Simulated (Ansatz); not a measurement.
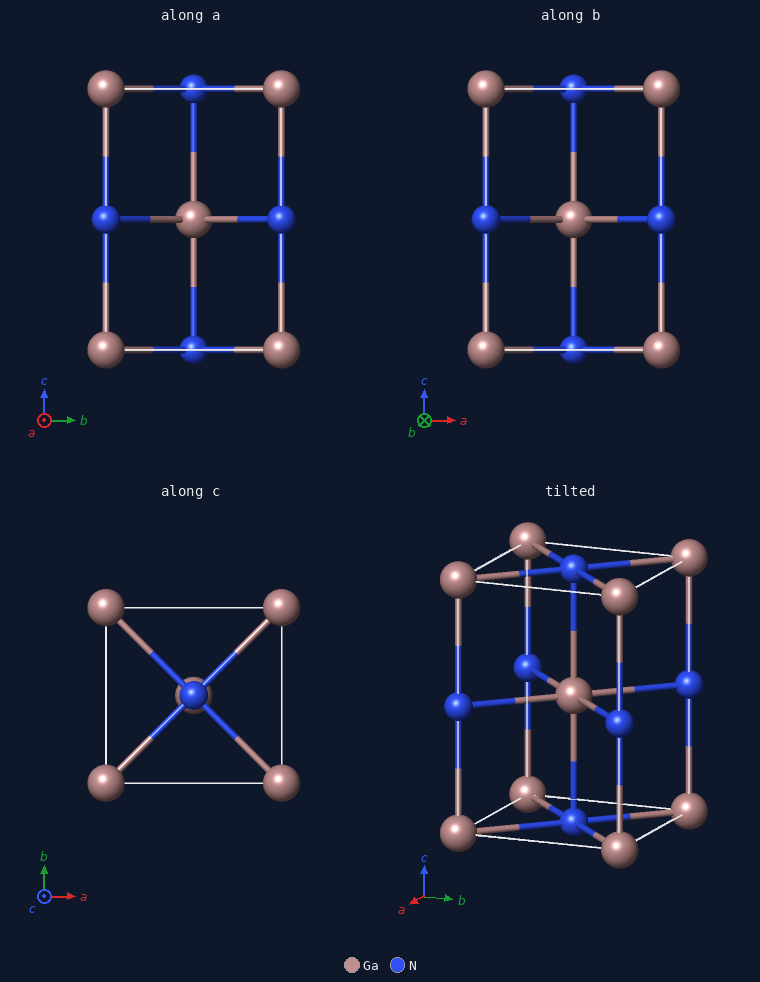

Ball-and-stick representation of a periodic structure, projected along the a axis, along the b axis, along the c axis and slightly off an axis. The frame is the conventional unit cell; atoms at its boundary are shown with their periodic copies.

Lattice parameters: a = 2.8367 Å, b = 2.8367 Å, c = 4.2170 Å, α = 90.000°, β = 90.000°, γ = 90.000°.

Put the structure into a CIF with its space group and independent sites.

Answer.
```cif
data_structure
_symmetry_space_group_name_H-M 'I 4/m m m'
_symmetry_Int_Tables_number 139
_cell_length_a 2.8367
_cell_length_b 2.8367
_cell_length_c 4.2170
_cell_angle_alpha 90.000
_cell_angle_beta 90.000
_cell_angle_gamma 90.000
_cell_volume 33.93
loop_
_atom_site_label
_atom_site_type_symbol
_atom_site_symmetry_multiplicity
_atom_site_Wyckoff_symbol
_atom_site_fract_x
_atom_site_fract_y
_atom_site_fract_z
_atom_site_occupancy
Ga1 Ga 2 a 0.0000 0.0000 0.0000 1
N1 N 2 b 0.5000 0.5000 0.0000 1
```

It goes back to a structure type filled with these elements by a generator (whether the compound takes this form wasn't checked). The cell was then strained or its atoms displaced on purpose. Ansatz was used for an electronic-structure calculation on it.

At this level of theory the cell isn't at rest (compressed, at 30 GPa), so its distances can differ from those at equilibrium, the more so the softer the solid.
